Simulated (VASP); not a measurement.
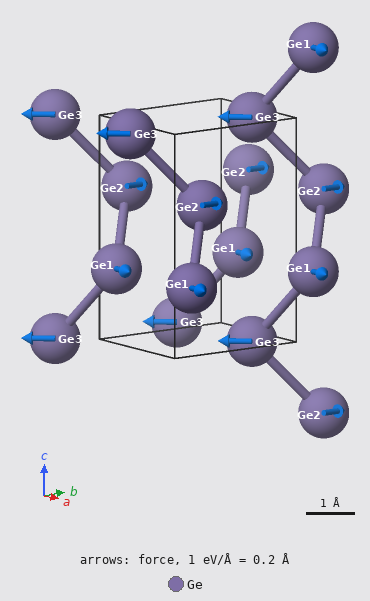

Starting geometry of crystalline Ge (a generated structure, set up in P3_121) with the computed forces as blue arrows. A ball-and-stick model of the cell of the calculation, seen slightly off an axis.

The run lets cell and atoms move.

Computed with VASP, Kohn-Sham DFT of a periodic cell, PBEsol, VASP PAW PBE potentials, recommended.

Input
```
ALGO = Normal
EDIFF = 1E-7
EDIFFG = -0.04
ENCUT = 600
GGA = PS
IBRION = 2
ISIF = 3
ISMEAR = 0
LASPH = T
LCHARG = F
LREAL = F
LWAVE = F
NELM = 100
NSW = 90
PREC = Accurate
SIGMA = 0.1
```

Command:
```bash
cat potpaw_PBE.64/Ge_d/POTCAR > POTCAR
mpirun -np 1 vasp_std > vasp.out
```

> Is this structure relaxed? If not, where do the atoms go?

It isn't relaxed: the largest force vector, on Ge atoms, is 3.61 eV/Å. The atoms end up moving mostly along the starting forces (cosine between the two patterns 1.00). Over 23 geometry steps the energy falls by 627 meV per atom. Largest force component: 3.6 eV/Å at the start, 0.021 eV/Å at the end. Pressure: 5.58 GPa at the start and −0.12 GPa at the end. The largest moves relative to the cell, 0.41 Å, are those of Ge1, Ge2 and Ge3. Ge3 goes along [−1 −1 0]. The volume changes by −19.1 %, with a = b 4.144 → 3.754 Å (−9.4 %), c 4.701 → 4.636 Å (−1.4 %). Some distances before and after: Ge1–Ge2 3.261 → 2.658 Å, Ge1–Ge2 (another image) 2.252 → 2.669 Å. Among the angles between lasting bonds that change: Ge2–Ge1–Ge3 103.1° → 90.2°. The space group stays P3_121 (No. 152). The volume changes by over a tenth within one run on a fixed set of plane waves, so the end point should be relaxed again from the new cell. It ran on 1 thread of Intel(R) Xeon(R) Platinum 8488C (Sapphire Rapids), with other jobs on the host.
